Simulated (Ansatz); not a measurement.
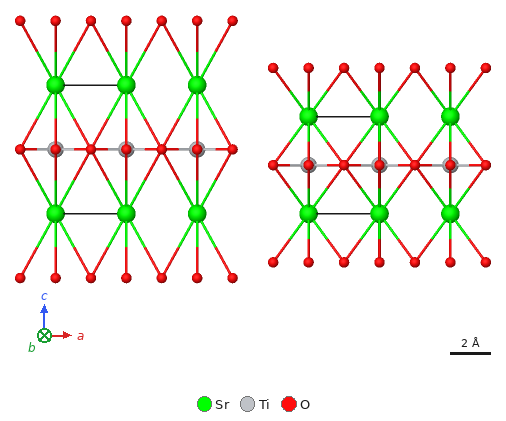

Two geometries of crystalline SrTiO₃ (a generated structure, set up in P6/mmm) (coarse preliminary run), drawn at one scale. One is the start of a relaxation, the other its converged end. A ball-and-stick model of the cell of the calculation, repeated 2 × 1 × 1 with one cell outlined, seen along the b axis.

All numbers below come from Ansatz, DFT PBE, scalar-relativistic, plane waves, PAW. (plane-wave cutoff 420 eV; k-point mesh 6 × 6 × 4; occupations gaussian; smearing width 0.1 eV; collinear spin; cell and atoms relaxed; force threshold 0.04 eV/Å; at most 70 steps)

> Which one is relaxed?

The left one is the relaxed one. The energy falls by 1.595 eV per cell of the calculation in 10 accepted moves (13 points after the start). All forces vanish by symmetry, so only the cell relaxes. The pressure goes from 15.11 to 0.04 GPa. The SCF was repeated 3 times at an unchanged geometry on a basis and grid sized afresh for the cell, which shifted the energy by 0.238 eV per cell of the calculation at most. The atoms keep their places relative to the cell (all moves are under 0.005 Å). Cell: a = b 4.154 → 4.147 Å (−0.2 %), c 4.930 → 6.523 Å (+32.3 %). Volume +31.8 %. Some distances before and after: Sr–Ti 2.465 → 3.262 Å, O–Sr 3.224 → 3.865 Å. The space group stays P6/mmm (No. 191). The program noted that the starting moments weren't kept. The run may lie on a higher electronic state than the lowest, so the end point isn't shown to be the ground-state structure. Cost: 2.9 min on 1 thread of Intel(R) Xeon(R) Processor @ 2.70GHz (shared host), peak memory 0.46 GiB.
